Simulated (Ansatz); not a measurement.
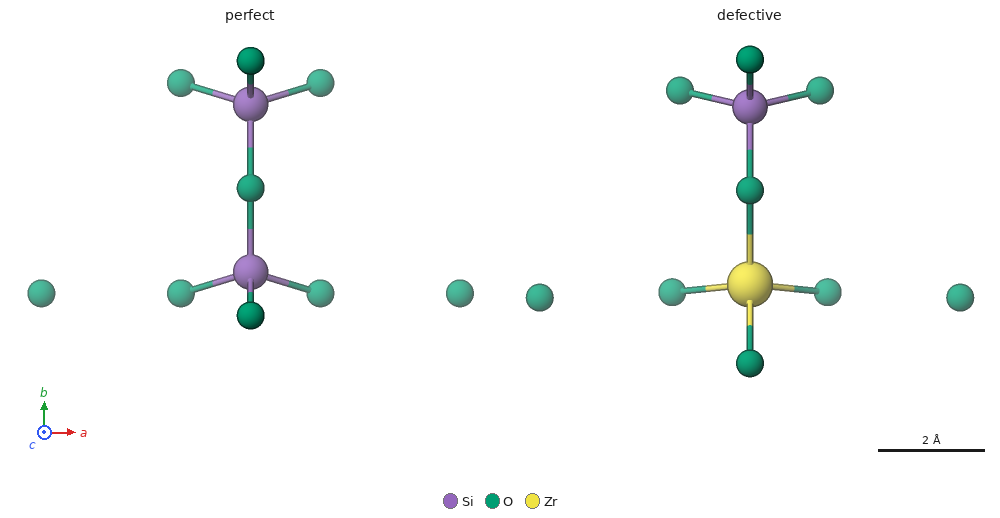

Left: perfect SiO2. Right: the same region with one point defect, after relaxing the atoms in a supercell of 48 sites. Style: ball-and-stick. Shown: the atoms within 4.6 Å of one point, in a slice 3.4 Å thick across the line of sight, along the c axis.

Theory: Ansatz, DFT PBE, scalar-relativistic, plane waves, PAW. Settings: plane-wave cutoff 420 eV; k-point mesh 2 × 2 × 2; occupations gaussian; smearing width 0.01 eV; mesh shifted by (0.5, 0.5, 0.5); no spin polarisation. The cell is small and the k-mesh coarse, so the numbers are rough. The axes drawn are those of the host's conventional cell.

**What kind of defect was made?**

A silicon atom is replaced by zirconium.

The charge state of the cell is 0.

**What does the relaxation do around it?**

In the host the Si atom has 4 O at 1.61 to 1.63 Å; the Zr atom ends with 4 O at 1.93 to 1.97 Å. Of the host's atoms, an oxygen atom moves furthest from its site, by 1.03 Å. The Zr atom itself moves 0.42 Å from where it was put. Relaxing the atoms from the host's sites lowers the energy by 10.10 eV. At a tolerance of 0.02 Å the relaxed supercell has space group Cm.
